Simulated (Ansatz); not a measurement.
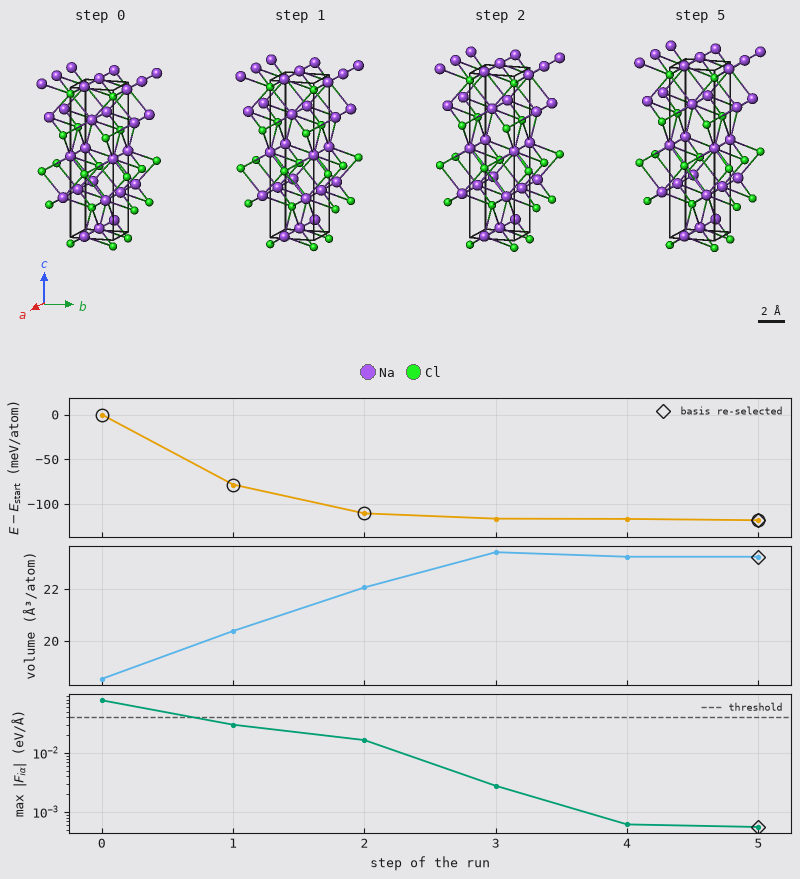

Frames of a relaxation of crystalline NaCl (a generated structure, set up in I4_1md) (coarse preliminary run), marked on the history of the run. A ball-and-stick model of the conventional cell (2 times the calculation's cell), seen slightly off an axis. Lengths and directions refer to the drawn axes.

Level of theory: DFT PBE, scalar-relativistic, plane waves, PAW in Ansatz.

Input file:
```yaml
crystal:
  lattice:
    - [-1.76301758, 1.76301758, 5.96576935]
    - [1.76301758, -1.76301758, 5.96576935]
    - [1.76301758, 1.76301758, -5.96576935]
  atoms:
    - { symbol: Na, position: [0.542, 0.542, 0.0] }
    - { symbol: Na, position: [0.292, 0.792, 0.5] }
    - { symbol: Cl, position: [0.958, 0.958, 0.0] }
    - { symbol: Cl, position: [0.708, 0.208, 0.5] }
basis:
  ecutwfc: 420
kpoints:
  mp_grid: { grid: [8, 8, 8] }
hamiltonian:
  xc: pbe
scf:
  occupations: { method: gaussian, width: 0.1 }
  lower_state_search: "off"
output:
  forces: true
  stress: true
  eigenvalues: true
relax:
  adjacent_minimum: "off"
  f_tol: 0.04
  max_steps: 70
  cell: { stress_tol: 0.4 }
```

Command:
```bash
ansatz run input.yaml --threads 1 --pin off --max-ram 2560MiB --backend cpu --events-out ev --progress --plain --runs-dir out
```

Describe the path.

The energy falls by 118 meV per atom in 4 accepted moves (5 points after the start). The largest force component goes from 0.078 to 0.00056 eV/Å. The pressure goes from 8.95 to 0.12 GPa. At 1 point the geometry stayed and the basis and grid were re-selected for the new cell (energy shift of 1.4 meV per atom at most each time). The largest moves relative to the cell, 0.016 Å, are those of Na1, Na2, Cl3 and Cl4. Na2 goes along +c. Largest moves by element: Na 0.016 Å, Cl 0.016 Å. Cell: a = b 3.526 → 3.704 Å (+5.1 %), c 11.932 → 13.555 Å (+13.6 %). Volume +25.4 %. Some distances before and after: Na1–Cl4 2.652 → 2.890 Å, Na1–Cl3 2.687 → 2.869 Å. Bond angles that change, for instance: Na2–Cl4–Na2 136.2° → 131.8°, Cl3–Na1–Cl3 136.2° → 131.8°, Na1–Cl4–Na1 83.3° → 79.7°. The space group stays I4_1md (No. 109). Cost: 41 s on 1 thread of Arm Neoverse V2, on a shared host, peak memory 0.4 GiB. From step 0 to 1: volume +9.9 %, energy −78.2 meV per atom. From step 1 to 2: volume +8.2 %, energy −32.2 meV per atom. From step 2 to 5: volume +5.4 %, energy −7.7 meV per atom.
